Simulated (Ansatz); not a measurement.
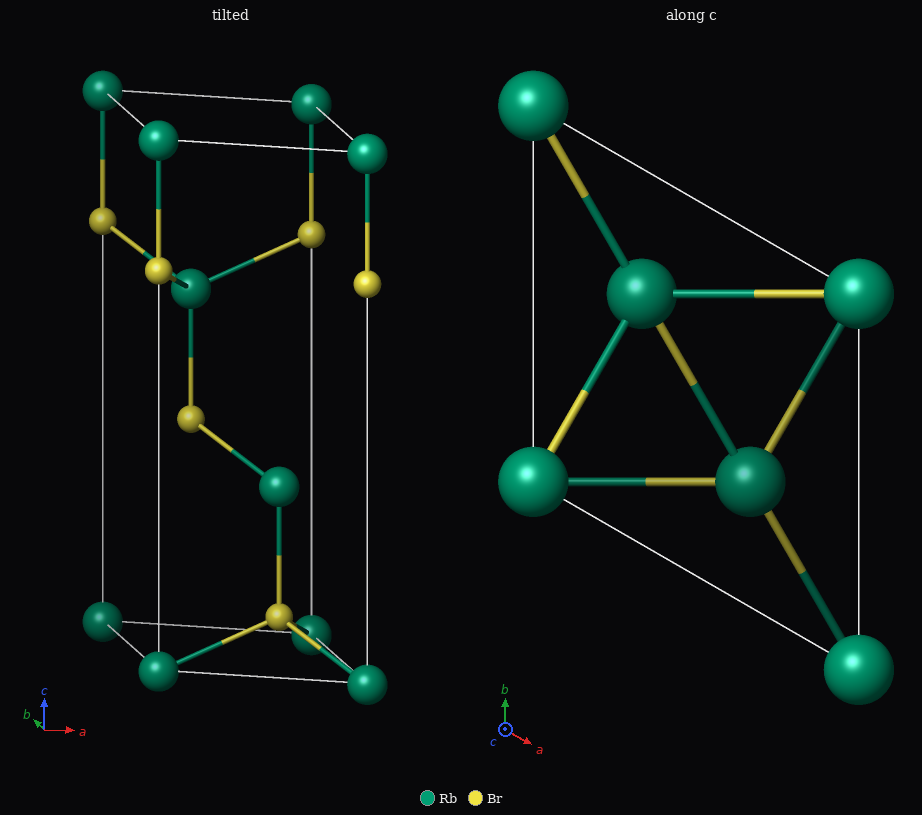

Shown here is a ball-and-stick view of the crystal, taken slightly off an axis and along the c axis. The lines enclose the conventional unit cell; boundary atoms appear with their images.

RbBr, space group R3m (No. 160), a = 5.472 Å, b = 5.472 Å, c = 13.843 Å, α = 90.00°, β = 90.00°, γ = 120.00°. Its origin is a structure type filled with these elements by a generator (whether the compound takes this form wasn't checked). The cell was then strained or its atoms displaced on purpose. Ansatz was used for an electronic-structure calculation on it.

This one geometry was computed with Ansatz (DFT, plane waves, PAW) at three levels of theory: PBE, r2SCAN and HSE06. It was relaxed with r2SCAN and then strained.

How does the band gap change with the level of theory?

PBE: a gap of 4.02 eV, indirect; r2SCAN: a gap of 4.60 eV, indirect; HSE06: a gap of 5.11 eV, indirect.

Collect the results in a table.

| level | cutoff (eV) | k-mesh of the run's cell | gap (eV) | pressure (GPa) |
| --- | --- | --- | --- | --- |
| PBE | 420 | 6×6×6 | 4.02 | -0.1 |
| r2SCAN | 500 | 6×6×6 | 4.60 | -0.3 |
| HSE06 | 420 | 4×4×4 | 5.11 | -0.2 |

Gaps are taken on the k-mesh or band path of each run.
